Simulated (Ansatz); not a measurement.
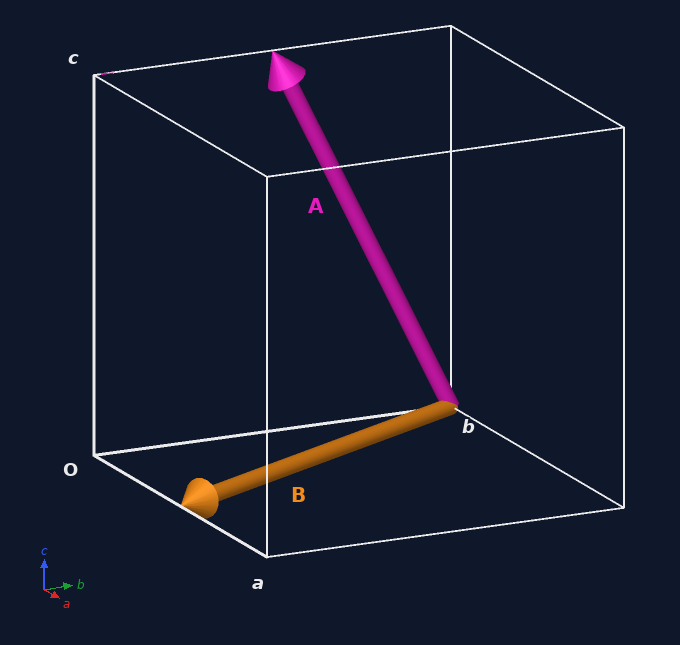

For GaN, the input geometry of an electronic-structure calculation (not necessarily at equilibrium); the starting structure was generated, so it need not be a known form of this composition: each arrow starts at a corner of the unit cell and ends on its surface; where a tip isn't a corner, dashed lines run from it parallel to the axes. Symmetry computed with spglib at a tolerance of 0.002 Å; standard conventional cell.

a = 4.498 Å, b = 4.498 Å, c = 4.498 Å, α = 90.00°, β = 90.00°, γ = 90.00°.

**Which lattice directions are drawn?**

Arrow A runs from (0, 1, 0) to (0, 1/2, 1), so [0 −1 2]; Arrow B runs from (0, 1, 0) to (1/2, 0, 0), so [1 −2 0].

**How long is the vector ua + vb + wc in each case, and what angles do the directions make?**

A 10.058 Å; B 10.058 Å. A–B: 66.4°.
